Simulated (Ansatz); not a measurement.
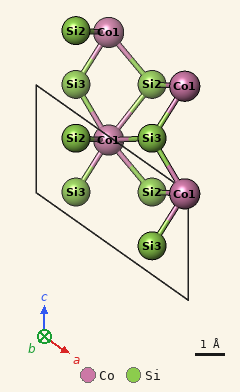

Starting structure of a crystal of CoSi₂ (set up in P1). Style: ball-and-stick. Shown: the conventional cell (2 times the calculation's cell), repeated 1 × 1 × 2 with one cell outlined, along the b axis. Lengths and directions refer to the drawn axes.

Case: all Si atoms moved 0.2 Å in one direction; relaxed back.

Method: DFT PBE, scalar-relativistic, plane waves, PAW (Ansatz).

The input:
```yaml
crystal:
  lattice:
    - [0.0, 2.6799390576, 2.6799390576]
    - [2.6799390576, 0.0, 2.6799390576]
    - [2.6799390576, 2.6799390576, 0.0]
  atoms:
    - { symbol: Co, position: [-0.026274812, 0.0121857596, -0.0206790166] }
    - { symbol: Si, position: [0.263137406, 0.2439071202, 0.2603395083] }
    - { symbol: Si, position: [0.763137406, 0.7439071202, 0.7603395083] }
basis:
  ecutwfc: 420
kpoints:
  mp_grid: { grid: [12, 12, 12] }
hamiltonian:
  xc: pbe
scf:
  occupations: { method: gaussian, width: 0.15 }
output:
  forces: true
  stress: true
  eigenvalues: true
relax:
  adjacent_minimum: "off"
  f_tol: 0.01
  max_steps: 80
  cell: { stress_tol: 0.1 }
```

Launched with:
```bash
ansatz run input.yaml --threads 1 --pin off --max-ram 2560MiB --backend cpu --events-out ev --progress --plain --runs-dir out
```

### Predict the outcome.

After 4 accepted moves (5 points after the start) the energy has fallen by 78.1 meV per atom. The largest force component goes from 2.2 to 0.00019 eV/Å. The pressure goes from 3.21 to 0.00 GPa. At 1 point the geometry stayed and the basis and grid were re-selected for the new cell (energy shift of less than 0.05 meV per atom at most each time). The atom that moves furthest is Co1 (0.13 Å along [2 0 3]). By element the largest moves are Co 0.13 Å, Si 0.07 Å. The lattice vectors keep their values. Some distances before and after: Co1–Si2 2.485 → 2.321 Å, Co1–Si3 2.163 → 2.321 Å, Co1–Si3 (another image) 2.448 → 2.321 Å, Co1–Si2 (another image) 2.205 → 2.321 Å. Bond angles that change, for instance: Co1–Si3–Co1 117.4° → 109.5°, Co1–Si3–Co1 102.2° → 109.5°, Co1–Si3–Co1 106.8° → 109.5°. The space group (tolerance 0.01 Å) goes from P1 (No. 1) to Fm-3m (No. 225).

History of the run:

```tsv
step	E − E(0), meV/atom	largest force component, eV/Å	pressure, GPa	volume, Å³/atom	note
0	0.00	2.2134	3.21	12.832	
1	-41.75	1.4964	1.13	12.859	
2	-74.35	0.1577	3.22	12.616	
3	-78.03	0.0025	-0.03	12.834	
4	-78.05	0.0002	0.00	12.832	
5	-78.05	0.0002	0.00	12.832	same geometry, new basis
```

After the run, drawn alike:

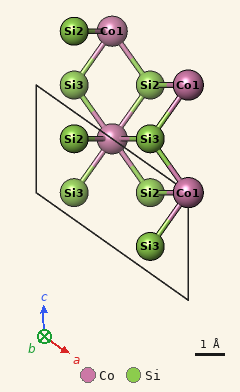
